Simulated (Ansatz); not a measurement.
Read the following structure.

```cif
data_structure
_symmetry_space_group_name_H-M 'P 1'
_symmetry_Int_Tables_number 1
_cell_length_a 2.6945
_cell_length_b 2.6945
_cell_length_c 2.4785
_cell_angle_alpha 90.000
_cell_angle_beta 90.000
_cell_angle_gamma 120.000
_cell_volume 15.58
loop_
_atom_site_label
_atom_site_type_symbol
_atom_site_fract_x
_atom_site_fract_y
_atom_site_fract_z
_atom_site_occupancy
Mo1 Mo 0.00000 0.00000 0.00000 1
```

**Work out the structure from the coordinates.**

The element is molybdenum. The symmetry is that of P6/mmm (No. 191), on a primitive hexagonal lattice. This arrangement goes by the name simple hexagonal. The cell holds one atom. Mo is surrounded by eight Mo at 2.48 to 2.69 Å. The bonds build a three-dimensional framework.

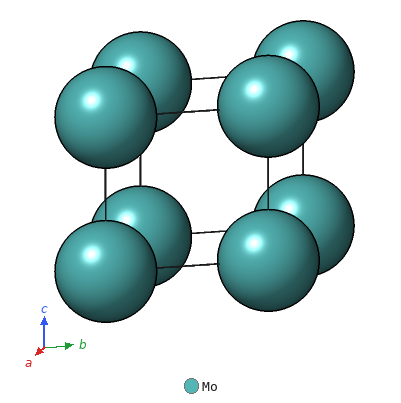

We look at a spheres-only model of the crystal slightly off an axis. The conventional unit cell is drawn as a box.

Its origin is a structure listed in the Materials Project. The cell was then strained or its atoms displaced on purpose. An electronic-structure calculation with Ansatz was run on it.

At this level of theory the run's own cell isn't at rest (compressed, at 11 GPa), so its distances can differ from those at equilibrium, the more so the softer the solid.
